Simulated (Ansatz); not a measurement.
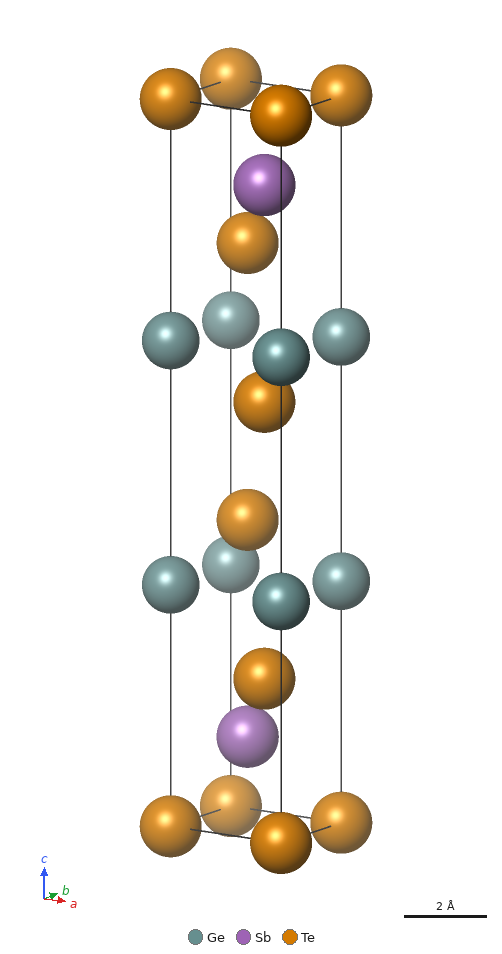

A spheres-only rendering, viewed slightly off an axis. The frame is the simulation cell; atoms at its boundary are shown with their periodic copies.

```yaml
crystal:
  lattice:
    - [4.26383, 0.00000, 0.00000]
    - [-2.13191, 3.69258, 0.00000]
    - [0.00000, 0.00000, 18.06574]
  atoms:
    - { symbol: Ge, position: [0.00000, 0.00000, 0.33208] }
    - { symbol: Ge, position: [0.00000, 0.00000, 0.66792] }
    - { symbol: Sb, position: [0.33333, 0.66667, 0.11226] }
    - { symbol: Sb, position: [0.66667, 0.33333, 0.88774] }
    - { symbol: Te, position: [0.00000, 0.00000, 0.00000] }
    - { symbol: Te, position: [0.33333, 0.66667, 0.79107] }
    - { symbol: Te, position: [0.66667, 0.33333, 0.20893] }
    - { symbol: Te, position: [0.33333, 0.66667, 0.41040] }
    - { symbol: Te, position: [0.66667, 0.33333, 0.58960] }
```

Run with DFT r2SCAN, scalar-relativistic, plane waves, PAW in Ansatz and these settings: cutoff 500 eV, a 12×12×2 k-point grid, Gaussian smearing of 0.1 eV, no spin polarisation.

Q: State the Bader charges by element.

A: Ge +0.36 e; Sb +0.56 e; Te -0.49 to -0.34 e.

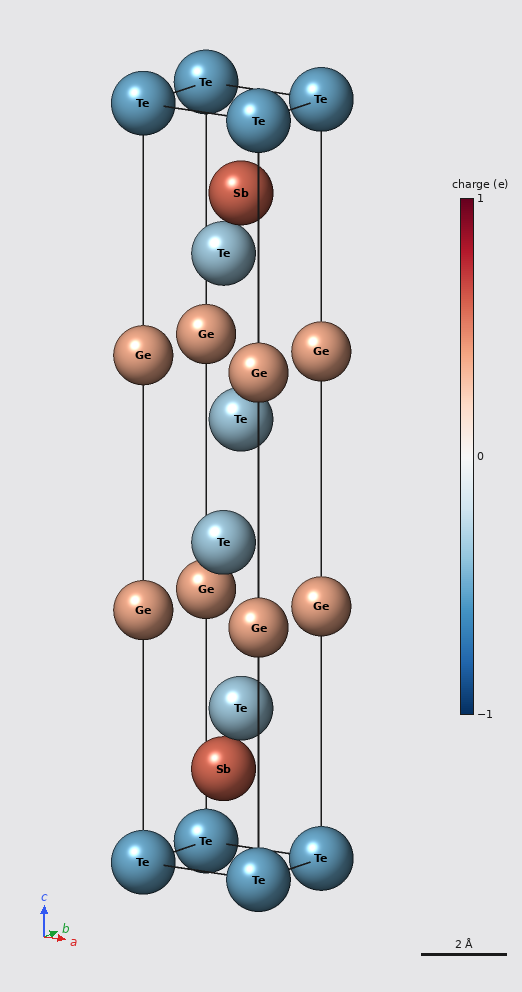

The atoms coloured by those charges.

Origin of the cell: a structure listed in the Materials Project. Earlier steps of the study, as a rule a relaxation of our own, may have changed the cell and positions, so they can lie some per cent off the listed ones. It was run through Ansatz as a DFT input.
